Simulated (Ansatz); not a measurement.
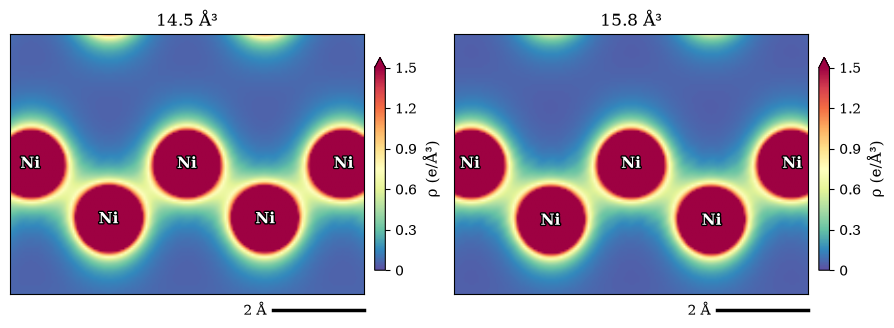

Ni. The valence charge density (pseudo) of cells scaled evenly to different volumes (given per atom above each panel), on the (011̄) plane of each (indices in the axes of the cell below), at one length scale and on one colour scale.

A generated structure, not necessarily the stable one; spin-polarised.

Method: DFT, m-r2SCAN, plane waves (500 eV) with PAW, scalar-relativistic in Ansatz 0.2.0.

In a PAW calculation such maps are meaningful between the atoms, not at the nuclei.

The largest cell:

```cif
data_structure
_symmetry_space_group_name_H-M 'P 1'
_symmetry_Int_Tables_number 1
_cell_length_a 3.5484
_cell_length_b 3.5484
_cell_length_c 3.5484
_cell_angle_alpha 60.000
_cell_angle_beta 60.000
_cell_angle_gamma 60.000
_cell_volume 31.59
loop_
_atom_site_label
_atom_site_type_symbol
_atom_site_fract_x
_atom_site_fract_y
_atom_site_fract_z
_atom_site_occupancy
Ni1 Ni 0.12500 0.12500 0.12500 1
Ni2 Ni 0.87500 0.87500 0.87500 1
```

| volume (Å³/atom) | Ni–Ni contact in the plane (Å) | ρ at its midpoint (e/Å³) | pressure (GPa) | largest moment (μB) | 
| --- | --- | --- | --- | --- |
| 14.53 | 2.113 | 0.641 | 10.7 | 0.79 | 
| 15.16 | 2.144 | ? | ? | ? | 
| 15.80 | 2.173 | 0.573 | 0.0 | 0.81 | 

Question: What values belong in the row with question marks?

Answer: Over the known rows ln ρ falls by 1.87 per Å of Ni–Ni distance (the line through the two), which gives 0.605 e/Å³ at 2.144 Å; the calculation gives 0.605 e/Å³. For the pressure, a straight line in volume between the neighbouring rows gives 5.4 GPa; the calculation gives 4.7, lower because pressure rises ever faster on compression. For the largest moment, a straight line in volume between the neighbouring rows gives 0.80 μB; the calculation gives 0.80.
